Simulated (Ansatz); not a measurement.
Here is a crystal structure:

```cif
data_structure
_symmetry_space_group_name_H-M 'P 1'
_symmetry_Int_Tables_number 1
_cell_length_a 4.2172
_cell_length_b 4.2040
_cell_length_c 4.0321
_cell_angle_alpha 94.220
_cell_angle_beta 91.836
_cell_angle_gamma 88.228
_cell_volume 71.23
loop_
_atom_site_label
_atom_site_type_symbol
_atom_site_fract_x
_atom_site_fract_y
_atom_site_fract_z
_atom_site_occupancy
Ge1 Ge 0.00000 0.00000 0.00000 1
Ge2 Ge 0.50000 0.50000 0.00000 1
Ge3 Ge 0.50000 0.00000 0.50000 1
Ge4 Ge 0.00000 0.50000 0.50000 1
```

Question: Characterise the structure given above.

Answer: The element is germanium. Strictly the space group is P-1 (No. 2, within 0.01 Å). It is a distorted form of a face-centred cubic structure, space group Fm-3m (No. 225) within 0.45 Å: face-centred cubic (Cu type). The cell holds four atoms.

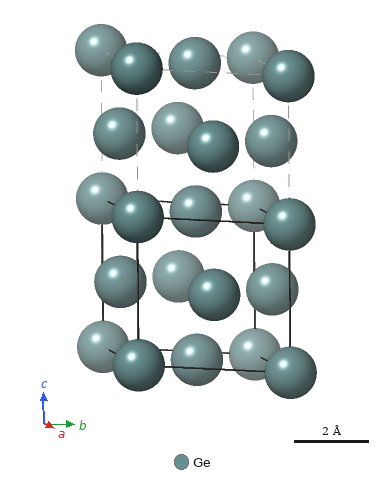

Drawn in the spheres-only manner and seen slightly off an axis. Shown are 1×1×2 repeats of the drawn cell (a repeat of the simulation cell), one of them outlined in solid lines. Colours: germanium teal.

Provenance: a structure listed in the Materials Project. Earlier steps of the study may have refined or changed the cell and positions. It was set up as input for a calculation with Ansatz.
